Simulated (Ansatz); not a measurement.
# ZrSe$_{2}$: geometry relaxation (part 2 of 2)

The same run, continued: ZrSe$_{2}$ (P-3m1, 3 atoms in the cell); DFT PBEsol, scalar-relativistic, plane waves, PAW, no spin polarisation (Ansatz 0.2.0); cutoff 420 eV, 12×12×6 k-mesh, Gaussian smearing of 0.02 eV. The structure was made by swapping elements on the sites of another compound; it need not be a known phase. It belongs to a series of runs on one base structure; here: S -> Se on all its sites, cell and atoms relaxed.

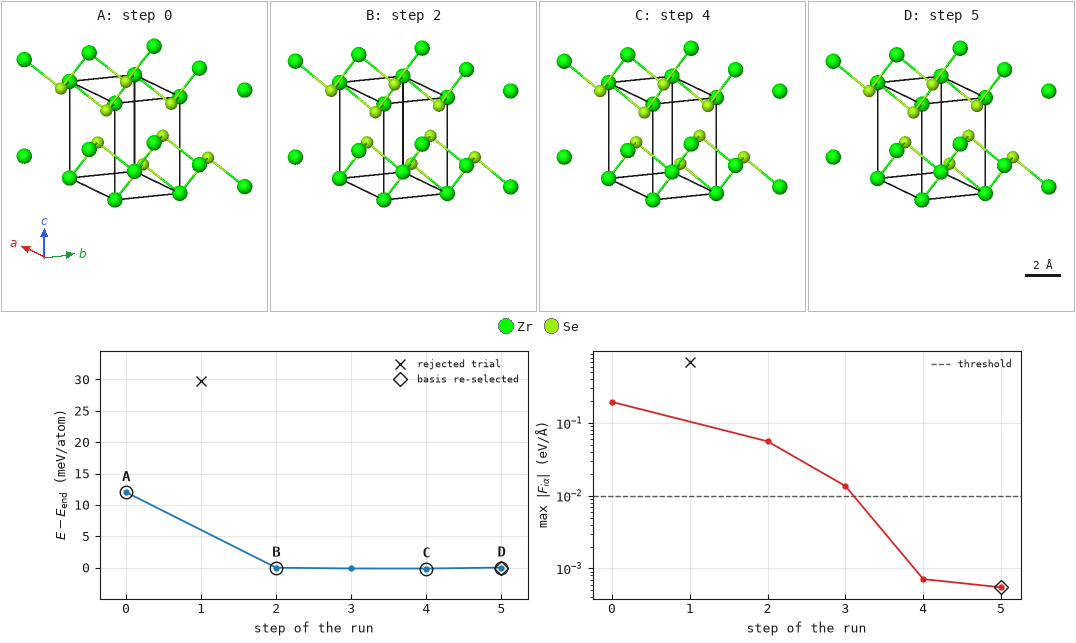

*Frames of the relaxation (ball-and-stick view of the cell of the calculation, repeated 2 × 2 × 1, seen at an oblique angle) above the curves, on which the letters mark them (the first geometry is step 0 here and step 1 in the log).*

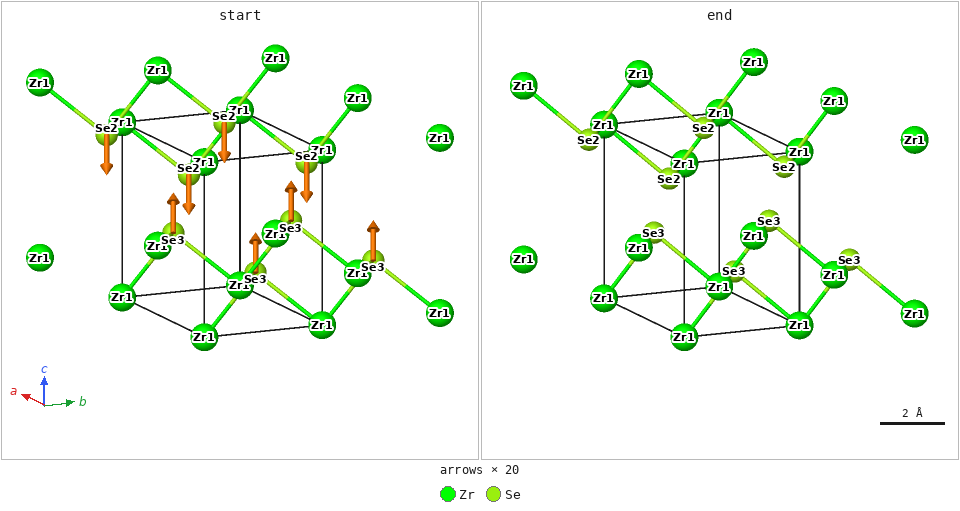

*Before (left) and after (right) the relaxation, at one scale (ball-and-stick view of the cell of the calculation, repeated 2 × 2 × 1, seen at an oblique angle). The orange arrows give the displacements (without the part carried along by the change of the cell), magnified 20 times.*

Over 4 geometry steps the energy falls by 12.2 meV per atom. Largest force component: 0.2 eV/Å at the start, 0.00055 eV/Å at the end. The pressure goes from −1.08 to −0.01 GPa. The line search rejected the trial step at point 1 (counted from 0) and went back. The largest moves relative to the cell, 0.072 Å, are those of Se2 and Se3. Zr stays in place. The drawn cell changes as follows: a = b 3.815 → 3.729 Å (−2.3 %), c 6.192 → 6.141 Å (−0.8 %); the volume changes by −5.2 %. Among the contacts that change: Zr1–Se2 2.681 → 2.675 Å. Among the angles that change: Se2–Zr1–Se2 90.7° → 88.4°, Zr1–Se3–Zr1 90.7° → 88.4°, Se2–Zr1–Se3 89.3° → 91.6°. The space group stays P-3m1 (No. 164). A last SCF at the same geometry on a re-selected plane-wave basis shifts the energy by +0.1 meV per atom. (Atoms are counted from 1 in the order of the input.)

```
basis re-selected at this cell: Δ(F+E_penalty+E_count) = +4.431e-4 eV, ΔP = -0.002 GPa vs the last step (what re-selecting the basis moved, of the pressure what is left beyond the Pulay correction that the steps carried, after the strain that the cell walked since its last selection, with what the two solves' SCF thresholds leave and, on support functions, any second-order correction that the steps lacked; it is no measure of the basis error at this ecutwfc). The dense FFT grid was sized anew with the basis: this SCF ran on 25×25×45 points, the steps before it on 27×27×45, so part of this shift can come from that change (see relax.cell in the input reference). This SCF's stress stands 1.46e-2 GPa from its target on what of the cell is left free (relax.cell.stress_tol is 1.00e-1 GPa) and its largest allowed force component is 5.49e-4 eV/Å (relax.f_tol is 1.00e-2 eV/Å): within both
SCF converged after 5 iterations
Free energy (F): -14981.084970 eV
Harris-Foulkes:  -14981.084970 eV  (|F-HF|=5.28e-11)
Internal energy: -14981.084969 eV  (E = F + TS)
E sigma→0 (E₀):  -14981.084969 eV
Entropy (-TS):   -0.000000 eV (-0.000 meV/atom)
Fermi energy:    9.349829 eV
--- Per-component energies (eV) ---
  E_band       = -876.509692
  E_kinetic    = 571.008889
  E_local      = -5706.368479  (includes V_loc(G=0)·N_el)
  E_nonlocal   = -1106.084315
  E_hartree    = 2698.505387
  E_xc         = -368.313686
  E_vxc        = -388.031522  (∫ρ·V_xc dr)
  E_paw        = -6634.574215  (= ΣΔE_a)
  E_vpaw       = 355.956167  (= ΣTr[D̂ρ^β])
  E_aug_tail   = -0.001161  (compensation charges beyond the density's cutoff)
  E_ewald      = -4437.440010
  E_core_change = 2.182621  (= ΣΔE_core)
  E_smearing   = -0.000000  (= −TS)
  E_closure    = -0.000000  (closes the sum)
  Σ components = -14981.084970   (vs F -14981.084970, Δ=0.00e0)
--- Forces (eV/Å), atoms counted from 1 ---
  atom   1  Zr    -0.00000000     0.00000000     0.00000000
  atom   2  Se    -0.00000000    -0.00000000     0.00054867
  atom   3  Se     0.00000000     0.00000000    -0.00054867
  max |Σ_I F_I| component: 4.63e-18 eV/Å
--- Stress (GPa, compression-positive) ---
       -0.004405       0.000000       0.000000
        0.000000      -0.004405      -0.000000
        0.000000      -0.000000      -0.014601
  P = ⅓ Tr σ = -0.0078 GPa (-0.078 kbar)
--- Band table (eV; the first three rows and the last of 100) ---
  k-point 0: bands = ["-40.0226", "-37.7683", "-37.7683", "-37.7679", "-37.7679", "-37.7635", "-37.7633", "-37.7584", "-37.7584", "-37.7584", "-37.7584", "-18.1194", "-17.9918", "-17.9918", "-4.1428", "-2.8041", "4.2789", "6.6293", "6.6293", "9.2718", "9.3057", "9.3057", "10.3228", "10.3228", "10.6203", "13.5067", "13.5067"]
  k-point 1: bands = ["-40.0226", "-37.7683", "-37.7683", "-37.7679", "-37.7679", "-37.7635", "-37.7633", "-37.7584", "-37.7584", "-37.7583", "-37.7583", "-18.1195", "-17.9918", "-17.9918", "-4.0813", "-2.9018", "4.4997", "6.6439", "6.6439", "8.6354", "9.2507", "9.2507", "10.3148", "10.3148", "10.8811", "13.6208", "13.6208"]
  k-point 2: bands = ["-40.0226", "-37.7683", "-37.7683", "-37.7678", "-37.7678", "-37.7634", "-37.7633", "-37.7585", "-37.7585", "-37.7583", "-37.7583", "-18.1198", "-17.9917", "-17.9917", "-3.9194", "-3.1335", "5.0800", "6.6742", "6.6742", "7.5654", "9.1445", "9.1445", "10.2981", "10.2981", "11.0900", "13.8588", "13.8588"]
  k-point 99: bands = ["-40.0083", "-37.7684", "-37.7682", "-37.7682", "-37.7642", "-37.7629", "-37.7629", "-37.7580", "-37.7579", "-37.7579", "-37.7577", "-18.1447", "-18.1447", "-18.0574", "-2.8294", "-2.8294", "5.3803", "5.3803", "5.8313", "6.6744", "7.1468", "7.1468", "11.1576", "11.3686", "11.3686", "14.3190", "14.3190"]
--- Relaxed structure (5 steps of the walk, 4 accepted, 1 SCFs on fresh bases) ---
  F+E_penalty+E_count = -14981.08496959 eV   max|allowed force component| = 5.487e-4 eV/Å   (the final SCF, on the basis selected at the relaxed cell)
  cell:  # Å, volume = 73.9692 Å³
    - [3.7292926879485995, -1.8339925363098495e-33, 0.0]
    - [-1.8646463439742997, 3.2296622059110405, 1.0720917855868844e-32]
    - [2.9763353888445966e-33, 8.184922319322644e-33, 6.141401954584815]
  atoms:
    - { symbol: Zr, position: [-1.1206914563668896e-33, 1.619066356724566e-34, -6.588873714519077e-83] }
    - { symbol: Se, position: [0.6666666666666666, 0.3333333333333333, 0.7414933133065986] }
    - { symbol: Se, position: [0.3333333333333333, 0.6666666666666666, 0.25850668669340116] }
```

### Trajectory as extended XYZ (Å, eV, eV/Å), 6 frames, from step=1 to step=6
```
3
Lattice="3.8154 0.0000 0.0000 -1.9077 3.3043 0.0000 0.0000 0.0000 6.1919" Properties=species:S:1:pos:R:3:forces:R:3 step=1 energy=-14981.04892 pressure_GPa=-1.08
Zr    0.0000    0.0000    0.0000    0.0000   0.0000   0.0000
Se    1.9077    1.1014    4.6635    0.0000   0.0000  -0.1957
Se    0.0000    2.2028    1.5284    0.0000   0.0000   0.1957
3
Lattice="3.6296 0.0000 0.0000 -1.8148 3.1433 0.0000 0.0000 0.0000 6.1614" Properties=species:S:1:pos:R:3:forces:R:3 step=2 energy=-14980.99550 pressure_GPa=-0.98 accepted=F
Zr    0.0000    0.0000    0.0000    0.0000   0.0000   0.0000
Se    1.8148    1.0478    4.4601    0.0000   0.0000   0.6992
Se    0.0000    2.0955    1.7013    0.0000   0.0000  -0.6992
3
Lattice="3.7261 0.0000 0.0000 -1.8631 3.2269 0.0000 0.0000 0.0000 6.1551" Properties=species:S:1:pos:R:3:forces:R:3 step=3 energy=-14981.08503 pressure_GPa=0.30
Zr    0.0000    0.0000    0.0000    0.0000   0.0000   0.0000
Se    1.8631    1.0756    4.5712    0.0000   0.0000  -0.0561
Se    0.0000    2.1513    1.5839    0.0000   0.0000   0.0561
3
Lattice="3.7296 0.0000 0.0000 -1.8648 3.2300 0.0000 0.0000 0.0000 6.1432" Properties=species:S:1:pos:R:3:forces:R:3 step=4 energy=-14981.08539 pressure_GPa=-0.08
Zr    0.0000    0.0000    0.0000    0.0000   0.0000   0.0000
Se    1.8648    1.0767    4.5545    0.0000   0.0000   0.0136
Se    0.0000    2.1533    1.5887    0.0000   0.0000  -0.0136
3
Lattice="3.7293 0.0000 0.0000 -1.8646 3.2297 0.0000 0.0000 0.0000 6.1414" Properties=species:S:1:pos:R:3:forces:R:3 step=5 energy=-14981.08541 pressure_GPa=-0.01
Zr    0.0000    0.0000    0.0000    0.0000   0.0000   0.0000
Se    1.8646    1.0766    4.5538    0.0000   0.0000   0.0007
Se    0.0000    2.1531    1.5876    0.0000   0.0000  -0.0007
3
Lattice="3.7293 0.0000 0.0000 -1.8646 3.2297 0.0000 0.0000 0.0000 6.1414" Properties=species:S:1:pos:R:3:forces:R:3 step=6 energy=-14981.08497 pressure_GPa=-0.01
Zr    0.0000    0.0000    0.0000    0.0000   0.0000   0.0000
Se    1.8646    1.0766    4.5538    0.0000   0.0000   0.0005
Se    0.0000    2.1531    1.5876    0.0000   0.0000  -0.0005
```

The run was set up as follows.

### Input file
```yaml
crystal:
  lattice:
    - [3.8154230994, 0.0, 0.0]
    - [-1.9077115497, 3.3042533302, 0.0]
    - [0.0, 0.0, 6.1919438434]
  atoms:
    - { symbol: Zr, position: [0.0, 0.0, 0.0] }
    - { symbol: Se, position: [0.6666666667, 0.3333333333, 0.7531560959] }
    - { symbol: Se, position: [0.3333333333, 0.6666666667, 0.2468439041] }
basis:
  ecutwfc: 420
kpoints:
  mp_grid: { grid: [12, 12, 6] }
hamiltonian:
  xc: pbesol
scf:
  occupations: { method: gaussian, width: 0.02 }
output:
  forces: true
  stress: true
  eigenvalues: true
relax:
  adjacent_minimum: "off"
  f_tol: 0.01
  max_steps: 60
  cell: { stress_tol: 0.1 }
```

Launched with:
```bash
ansatz run input.yaml --threads 2 --pin off --max-ram 5120MiB --backend cpu --events-out ev --progress --plain --runs-dir out
```

### Summary

- outcome: converged
- space group (tolerance 0.01 Å): P-3m1 (164)
- electrons treated: 44
- free energy: −14981.0850 eV
- Fermi energy: 9.350 eV
- gap on the k-point mesh: 0.09 eV
- pressure: −0.01 GPa
- final volume: 73.97 Å³
- largest force (length of the vector) at the end: 0.001 eV/Å
- final cell: a = 3.729 Å, b = 3.729 Å, c = 6.141 Å, α = 90.00°, β = 90.00°, γ = 120.00°
- hardware: 2 threads of Oxide Virtual Turin-like (Zen 5), 32 GiB of memory available, shared host
- wall time: 21 s (CPU time 41 s)
- peak memory: 0.55 GiB
